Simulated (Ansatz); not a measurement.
## What a change does: single-point calculation on SiC

System: SiC (F-43m, 2 atoms in the cell).
Method of run A: Kohn-Sham DFT of a periodic cell, PBE with D3(BJ), Ansatz PAW, no spin polarisation (Ansatz 0.2.0).

The structure derives from an entry of the Crystallography Open Database. Text and figures count atoms from 1; the logs count them from 0 in places.

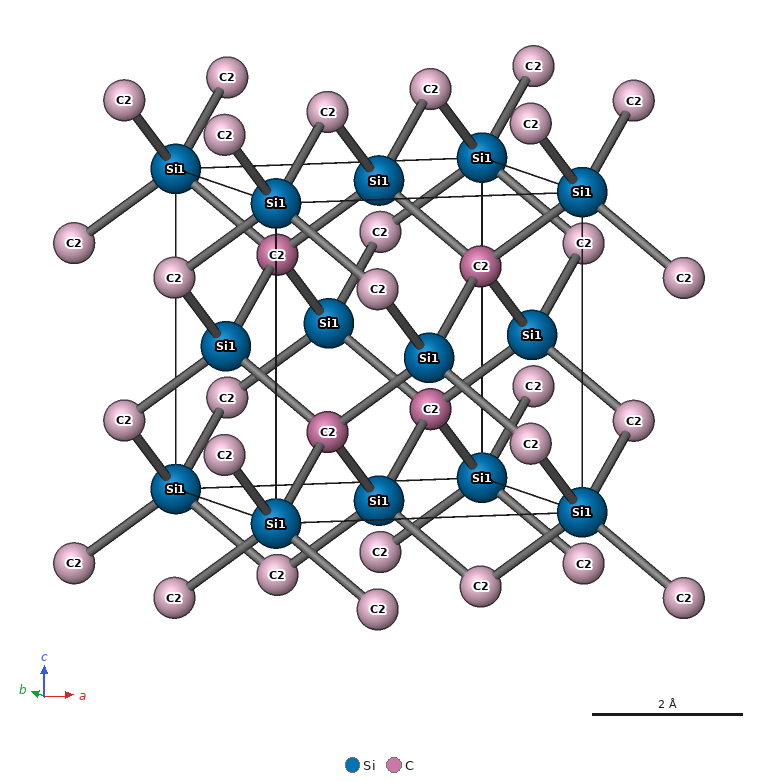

**Figure 1.** The structure (ball-and-stick view of the cell 4 times as large as that of the calculation, set on its symmetry axes, seen slightly off an axis; neighbours outside the cell are drawn fainter; atoms are numbered from 1 in the order of the input). Near neighbours in the crystal (not all of them lie inside the picture): Si has 4 C at 1.86 Å; C has 4 Si at 1.86 Å.

The input, run A:
```yaml
crystal:
  lattice:
    - [0.0, 2.149550444, 2.149550444]
    - [2.149550444, 0.0, 2.149550444]
    - [2.149550444, 2.149550444, 0.0]
  atoms:
    - { symbol: Si, position: [0.0, 0.0, 0.0] }
    - { symbol: C, position: [0.75, 0.75, 0.75] }
hamiltonian:
  xc: pbe
  pseudopotentials: { kind: paw }
  dispersion: d3bj
kpoints:
  mp_grid: { grid: [10, 10, 10] }
scf:
  occupations: { method: fermi_dirac, width: 0.05 }
output:
  forces: true
  stress: true
  eigenvalues: true
  write_density: true
  write_potential: true
  elf: true
  volumetric_format: npy
```

Launched with:
```bash
ansatz run input.yaml --threads 2 --pin off --max-ram 5120MiB --backend cpu --events-out ev --progress --plain --runs-dir out
```

Hardware: 2 threads of Intel Xeon @ 2.60GHz (Ice Lake), 24 GiB of memory available, shared host.

Output, shortened to warnings, some set-up lines, iterations and results (run A):
```
Basis set: ecut = 420 eV, 387 PW (Γ), exchange–correlation on 48×48×48 points (8 copies of the dense FFT grid, shifted against one another)
Symmetry: 24 space group operations
k-points: 47 of 1000 (time reversal used)
Initial density: superposition of atomic densities (neutral atoms: chi_scale 0, normalization atom), corrected by the library's trained network
[...]
SCF iter   1: F=—  HF=-887.742601 eV  |F-HF|=—  |Δ(HF+E_count)|=         —  Δρ=1.93e-3  dr2=6.57e-4  ethr=1.77e-3  ⟨swp⟩=5.6  Hψ=3081  notcnv=0
SCF iter   2: F=—  HF=-887.742647 eV  |F-HF|=—  |Δ(HF+E_count)|=   4.58e-5  Δρ=7.44e-4  dr2=5.67e-5  ethr=8.21e-6  ⟨swp⟩=2.1  Hψ=879  notcnv=0
SCF iter   3: F=—  HF=-887.742675 eV  |F-HF|=—  |Δ(HF+E_count)|=   2.81e-5  Δρ=3.54e-4  dr2=5.76e-6  ethr=7.09e-7  ⟨swp⟩=2.7  Hψ=561  notcnv=0
SCF iter   4: F=—  HF=-887.742699 eV  |F-HF|=—  |Δ(HF+E_count)|=   2.39e-5  Δρ=4.06e-5  dr2=2.58e-7  ethr=7.19e-8  ⟨swp⟩=2.1  Hψ=550  notcnv=0
SCF iter   5: F=-887.742699 eV  HF=-887.742699 eV  |F-HF|=1.58e-9  |Δ(HF+E_count)|=   1.33e-7  Δρ=2.73e-6  dr2=5.25e-10  ethr=3.23e-9  ⟨swp⟩=2.2  Hψ=553  notcnv=0
SCF iter   6: F=-887.742699 eV  HF=-887.742699 eV  |F-HF|=3.15e-11  |Δ(HF+E_count)|=   1.63e-9  Δρ=3.65e-7  dr2=1.04e-11  ethr=6.56e-12  ⟨swp⟩=4.3  Hψ=1686  notcnv=0
SCF 1 converged in 6 iterations: F = -887.742699 eV  dr2 = 1.04e-11
SCF converged after 6 iterations
Free energy (F): -887.742699 eV
Harris-Foulkes:  -887.742699 eV  (|F-HF|=3.15e-11)
Internal energy: -887.742699 eV  (E = F + TS)
E sigma→0 (E₀):  -887.742699 eV
Entropy (-TS):   -0.000000 eV (-0.000 meV/atom)
Fermi energy:    10.682211 eV
--- Per-component energies (eV) ---
  E_band       = 32.012507
  E_kinetic    = 137.982606
  E_local      = -101.932825  (includes V_loc(G=0)·N_el)
  E_nonlocal   = 52.392802
  E_hartree    = 31.661600
  E_xc         = -106.245493
  E_vxc        = -110.334503  (∫ρ·V_xc dr)
  E_paw        = -612.288510  (= ΣΔE_a)
  E_vpaw       = -9.418801  (= ΣTr[D̂ρ^β])
  E_aug_tail   = 0.000013  (compensation charges beyond the density's cutoff)
  E_ewald      = -288.685413
  E_disp       = -0.627480  (pairwise vdW)
  E_smearing   = -0.000000  (= −TS)
  E_closure    = 0.000000  (closes the sum)
  Σ components = -887.742699   (vs F -887.742699, Δ=0.00e0)
--- Forces (eV/Å), atoms counted from 1 ---
  atom   1  Si    -0.00000000     0.00000000     0.00000000
  atom   2  C      0.00000000    -0.00000000     0.00000000
  max |Σ_I F_I| component: 1.11e-16 eV/Å
--- Stress (GPa, compression-positive) ---
        8.151222       0.000000      -0.000000
       -0.000000       8.151222       0.000000
       -0.000000       0.000000       8.151222
  P = ⅓ Tr σ = 8.1512 GPa (81.512 kbar)
```

The input of run B differs as follows (lines with − go, lines with + come):
```diff
-  pseudopotentials: { kind: paw }
-  dispersion: d3bj
+  pseudopotentials: { kind: nc }
-  write_density: true
-  write_potential: true
-  elf: true
-  volumetric_format: npy
```

How does run B compare with run A?

The total energies belong to different models, so their difference says nothing on which is more stable or more accurate. The pressure goes from 8.15 to 13.36 GPa. The SCF takes 7 iterations against 6. The default cutoff goes from 420 to 1115.7 eV with the change. The plane waves at Γ go from 387 to 1687. The two runs start from different initial densities, which also moves the count.

Output, shortened to warnings, some set-up lines, iterations and results (run B):
```
Basis set: ecut = 1115.666836 eV, 1687 PW (Γ), exchange–correlation on 72×72×72 points (8 copies of the dense FFT grid, shifted against one another)
Symmetry: 24 space group operations
k-points: 47 of 1000 (time reversal used)
Initial density: superposition of atomic densities (chi_scale 0.1, normalization cell, long waves kept (reshape's long-wave potential 0.00 eV rms))
[...]
SCF iter   1: F=—  HF=-281.160231 eV  |F-HF|=—  |Δ(HF+E_count)|=         —  Δρ=1.50e-1  dr2=5.24e0  ethr=3.10e-3  ⟨swp⟩=6.4  Hψ=3463  notcnv=0
SCF iter   2: F=—  HF=-279.576312 eV  |F-HF|=—  |Δ(HF+E_count)|=    1.58e0  Δρ=4.83e-2  dr2=2.74e-1  ethr=3.10e-3  ⟨swp⟩=3.6  Hψ=1368  notcnv=0
SCF iter   3: F=—  HF=-279.515268 eV  |F-HF|=—  |Δ(HF+E_count)|=   6.10e-2  Δρ=1.97e-2  dr2=3.85e-2  ethr=3.10e-3  ⟨swp⟩=2.9  Hψ=809  notcnv=0
SCF iter   4: F=—  HF=-279.513898 eV  |F-HF|=—  |Δ(HF+E_count)|=   1.37e-3  Δρ=1.25e-3  dr2=2.06e-4  ethr=4.82e-4  ⟨swp⟩=2.0  Hψ=564  notcnv=0
SCF iter   5: F=—  HF=-279.513987 eV  |F-HF|=—  |Δ(HF+E_count)|=   8.91e-5  Δρ=2.22e-4  dr2=3.37e-6  ethr=2.58e-6  ⟨swp⟩=2.2  Hψ=557  notcnv=0
SCF iter   6: F=—  HF=-279.513992 eV  |F-HF|=—  |Δ(HF+E_count)|=   4.66e-6  Δρ=2.93e-5  dr2=9.97e-8  ethr=1.25e-9  ⟨swp⟩=8.0  Hψ=2391  notcnv=0
SCF iter   7: F=-279.513992 eV  HF=-279.513992 eV  |F-HF|=6.58e-10  |Δ(HF+E_count)|=   1.47e-8  Δρ=4.37e-6  dr2=2.03e-9  ethr=1.25e-9  ⟨swp⟩=3.0  Hψ=1435  notcnv=0
SCF 1 converged in 7 iterations: F = -279.513992 eV  dr2 = 2.03e-9
SCF converged after 7 iterations
Free energy (F): -279.513992 eV
Harris-Foulkes:  -279.513992 eV  (|F-HF|=6.58e-10)
Internal energy: -279.513992 eV  (E = F + TS)
E sigma→0 (E₀):  -279.513992 eV
Entropy (-TS):   -0.000000 eV (-0.000 meV/atom)
Fermi energy:    10.697237 eV
--- Per-component energies (eV) ---
  E_band       = 32.105895
  E_kinetic    = 163.722275
  E_local      = -102.783284  (includes V_loc(G=0)·N_el)
  E_nonlocal   = 20.547696
  E_hartree    = 31.431315
  E_xc         = -103.746582
  E_vxc        = -112.243060  (∫ρ·V_xc dr)
  E_ewald      = -288.685413
  E_smearing   = -0.000000  (= −TS)
  E_closure    = 0.000000  (closes the sum)
  Σ components = -279.513992   (vs F -279.513992, Δ=0.00e0)
--- Forces (eV/Å), atoms counted from 1 ---
  atom   1  Si    -0.00000000     0.00000000     0.00000000
  atom   2  C      0.00000000     0.00000000     0.00000000
  max |Σ_I F_I| component: 2.22e-16 eV/Å
--- Stress (GPa, compression-positive) ---
       13.362914      -0.000000      -0.000000
        0.000000      13.362914       0.000000
       -0.000000       0.000000      13.362914
  P = ⅓ Tr σ = 13.3629 GPa (133.629 kbar)
```

The two runs side by side:

```tsv
quantity	run A	run B
outcome	converged	converged
free energy per atom (eV)	−443.8713	−139.7570
gap on the mesh (eV)	1.32	1.31
pressure (GPa)	8.15	13.36
largest force (eV/Å)	0.000	0.000
SCF iterations	6	7
irreducible k-points	47	47
plane waves at Γ	387	1687
wall time (shared host)	2.5 s	1.4 s
```

For run A: The cell is under a pressure of 8.2 GPa at this level, so it is not at its equilibrium volume. For run B: The cell is under a pressure of 13.4 GPa at this level, so it is not at its equilibrium volume.
